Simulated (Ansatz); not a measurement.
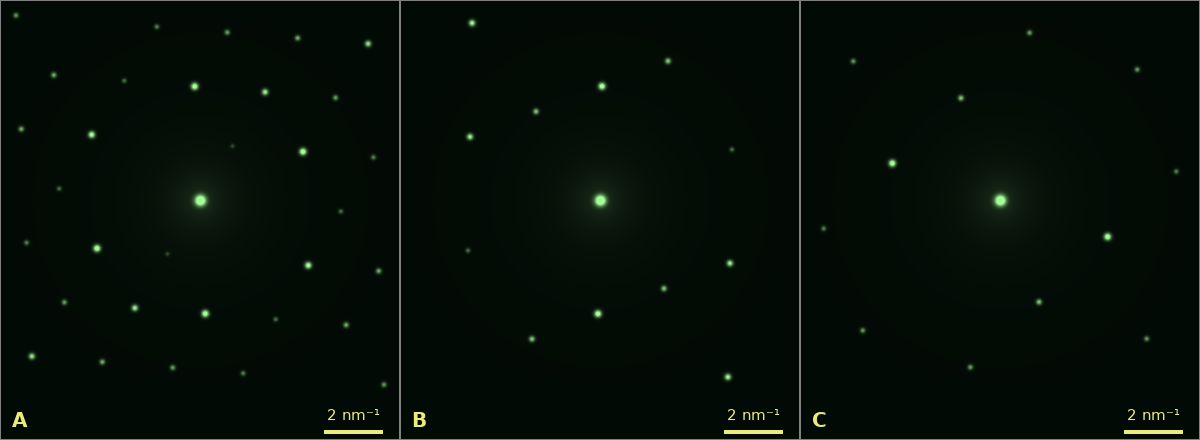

The patterns are kinematic simulations for 300 kV electrons (no multiple scattering; isotropic B = 0.5 Å²).

All three come from Au, space group R-3c (No. 167), a = 9.06 Å, c = 4.72 Å (hexagonal axes). Structure: the geometry relaxed with Ansatz 0.2.0, DFT PBE, scalar-relativistic, plane waves, PAW; the starting structure was generated, so it need not be a known form of this composition.

Assign the zone axes [101], [102], [211] to A, B and C.

Answer. A is [211]: centred rectangular net of -1 2 0 (weak) at d = 4.53 Å and 0 1 -1 (itself extinct) at d = 4.04 Å, at 63.5°. B is [101]: oblique net of -1 1 1 (itself extinct) at d = 4.04 Å and 0 3 0 at d = 2.62 Å, at 75.1°. C is [102]: oblique net of 2 0 -1 (itself extinct) at d = 3.02 Å and 0 3 0 at d = 2.62 Å, at 67.4°.
